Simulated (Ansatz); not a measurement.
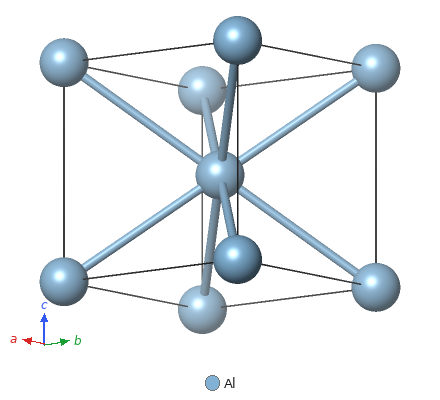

The structure; the drawing may span several cells.

Structure (in its standard cell), the input geometry of an electronic-structure calculation (not necessarily at equilibrium); the starting structure was generated, so it need not be a known form of this composition:

```
Al
1.0
     3.21449    0.00000    0.00000
     0.00000    3.21449    0.00000
     0.00000    0.00000    3.21449
Al
2
Direct
  0.00000 0.00000 0.00000
  0.50000 0.50000 0.50000
```

Q: Predict the [111] zone-axis pattern (200 kV, kinematic, B = 0.8 Å²).

A: The spots form a hexagonal net with both shortest vectors at d = 2.27 Å, 60.0° apart. They are -1 1 0 and -1 0 1. The pattern has symmetry 6mm. No reflection of this zone is absent.

Strongest reflections with d > 0.80 Å, one of each family (|F|² from tabulated Gaussian fits of the electron scattering factors, times a small damping for the curvature of the Ewald sphere):

```tsv
hkl	d (Å)	I (strongest = 100)
1 0 -1	2.273	100
2 -1 -1	1.312	20
2 0 -2	1.136	13
3 -1 -2	0.859	5
```

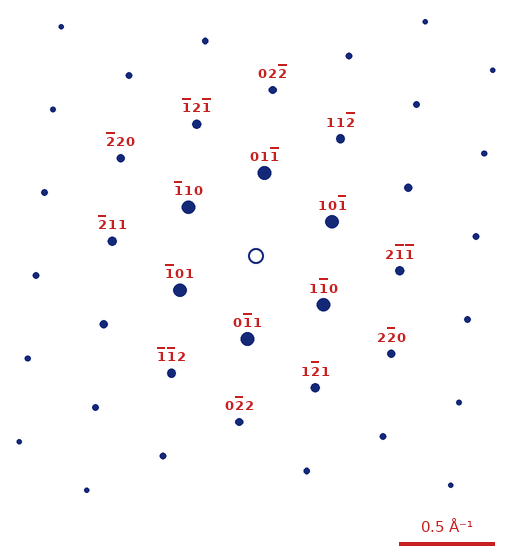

Calculated pattern, seen from the source side with [111] pointing towards the source.
